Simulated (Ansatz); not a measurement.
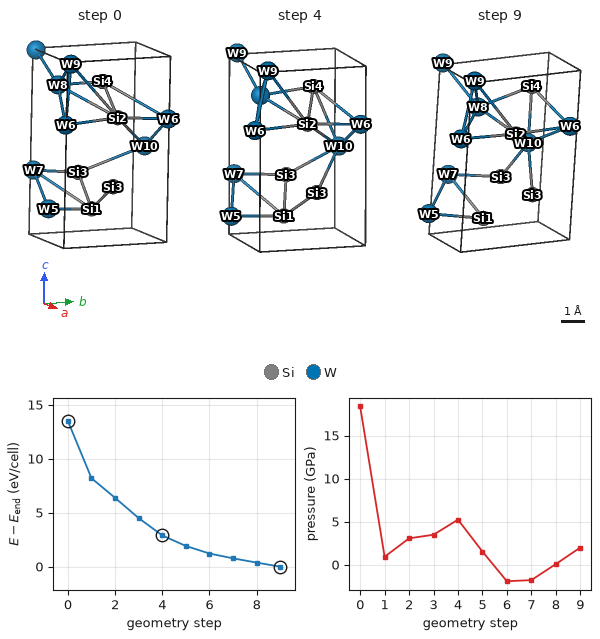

Frames of a relaxation of solid Si2W3 (a generated structure, set up in P1) (coarse preliminary run), marked on the history of the run. Style: ball-and-stick. Shown: the cell of the calculation, slightly off an axis.

Method: DFT PBE, scalar-relativistic, plane waves, PAW (Ansatz). (plane-wave cutoff 420 eV; k-point mesh 6 × 4 × 4; occupations gaussian; smearing width 0.2 eV; no spin polarisation; cell and atoms relaxed; force threshold 0.025 eV/Å; at most 60 steps)

Question: What happens along the run?

Answer: The run was cut off at its time limit before the relaxation converged, so the last structure is only a point on the way. The largest move relative to the cell is that of W10, 1.26 Å roughly along [1 −3 1]. Largest moves by element: W 1.26 Å, Si 1.09 Å. The drawn cell changes as follows: a 4.744 → 4.329 Å (−8.8 %), b 4.772 → 5.075 Å (+6.4 %), c 8.354 → 7.525 Å (−9.9 %), α 89.3° → 82.6°, β 86.3° → 92.2°, γ 89.7° → 90.2°; the volume changes by −13.2 %. Near-neighbour distances that change, for instance: W8–W10 5.263 → 2.927 Å, Si4–W10 3.786 → 2.519 Å, Si2–W8 3.773 → 2.518 Å, Si3–W5 3.721 → 2.492 Å. New bonds form: Si2–W8 (3.77 → 2.52 Å), Si3–W5 (3.67 → 2.49 Å), Si3–W5 (3.72 → 2.49 Å), Si4–W10 (3.79 → 2.52 Å). Among the angles between lasting bonds that change: W6–W10–W7 169.8° → 111.9°, Si1–Si4–W8 97.5° → 145.7°, Si4–Si1–W5 100.6° → 142.5°. The space group stays P1 (No. 1). Over 9 geometry steps the energy falls by 13.496 eV per cell of the calculation. Largest force component: 11 eV/Å at the start, 0.9 eV/Å at the end. The pressure goes from 18.37 to 2.00 GPa. From step 0 to 4: Si and W atoms move most (0.74 Å), volume −8.2 %, energy −10.599 eV per cell of the calculation. From step 4 to 9: W10 moves most (0.89 Å), volume −5.5 %, energy −2.897 eV per cell of the calculation.
